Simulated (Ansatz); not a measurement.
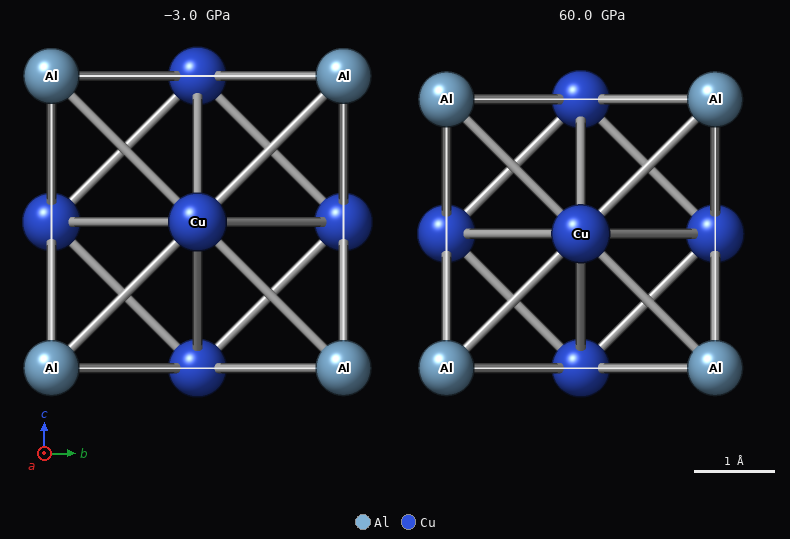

A crystal of AlCu₃ (set up in Pm-3m), relaxed (cell and atoms) at several target pressures. The picture shows the first and the last member. A ball-and-stick model of the cell of the calculation, seen along the a axis.

Computed with Ansatz 0.2.0: DFT PBEsol, scalar-relativistic, plane waves, PAW. (plane-wave cutoff 420 eV; k-point mesh 12 × 12 × 12; occupations gaussian; smearing width 0.1 eV; no spin polarisation; cell and atoms relaxed; force threshold 0.008 eV/Å)

```tsv
pressure (GPa)	volume (Å³/atom)	a (Å)
−3.0	12.226	3.657
0.0	11.977	3.632
3.0	11.753	3.609
8.0	11.427	3.575
15.0	?	?
30.0	10.398	3.465
60.0	9.514	3.364
```

Estimate the missing row from the others, and compare with the calculation.

Murnaghan's form V = V₀(1 + B′P/B₀)^(−1/B′), with V₀ = 11.977 Å³ from the row at zero pressure, fits the other rows with B₀ = 154 GPa and B′ = 4.22 (largest miss 0.008 Å³). At 15.0 GPa it gives 11.977 × (1 + 4.22 × 15.0/154)^(−1/4.22) = 11.039 Å³ per atom. The calculation gives 11.042 Å³/atom (a = 3.535 Å). The estimate is 0.003 Å³/atom too low. From the first member to the last: Al–Cu 2.586 → 2.378 Å, Cu–Cu 2.586 → 2.378 Å.

The whole series:

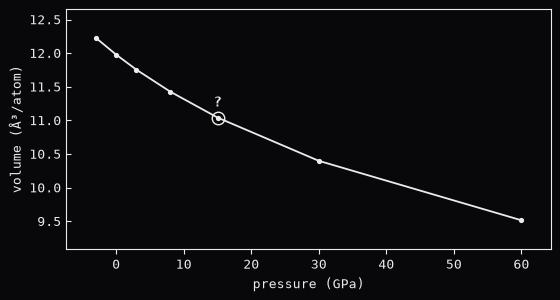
